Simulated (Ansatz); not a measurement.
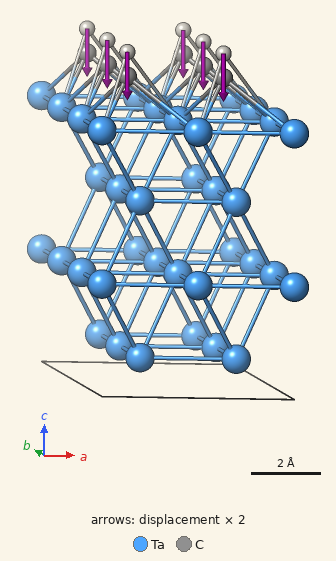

This is a constrained relaxation of a slab of composition Ta₄C (cut from the Im-3m phase). The starting structure is drawn faded, the final one solid; purple arrows show the displacements, 2 times their true length.

A ball-and-stick model of the 2 × 3 repeat of the cell, outlined in the plane, without the vacuum, seen slightly off an axis.

Case: C over the place (1/3, 1/3) of the surface cell, its height relaxed. The slab is the (1 1 0) face of Ta with C on it. 4 atoms are held fixed.

Computed with DFT PBEsol, scalar-relativistic, plane waves, PAW in Ansatz 0.2.0. Settings: plane-wave cutoff 420 eV; k-point mesh 11 × 11 × 1; occupations gaussian; smearing width 0.1 eV; no spin polarisation; dipole correction; atoms relaxed in a fixed cell; force threshold 0.02 eV/Å; at most 25 steps.

Which element moves most?

Answer. Carbon: up to 0.72 Å, against 0.00 Å for tantalum.

What happened in the run?

Answer. The energy falls by 1.686 eV per cell of the calculation in 5 accepted moves (6 points after the start). The largest force component goes from 2.8 to 0.0031 eV/Å. 1 step only repeated the SCF at the same geometry. The atom that moves furthest is the C atom (0.72 Å along the normal (−c)). Ta stays in place. The cell doesn't change. Near-neighbour distances that change, for instance: C–Ta 2.475 → 1.859 Å, C–Ta 3.116 → 2.654 Å, C–Ta 3.257 → 2.817 Å. The run took about 3 core-minutes on a shared host.

Limits of the set-up: the periodic images lie only 2.8 Å apart, so the values are limited by the cell's size.
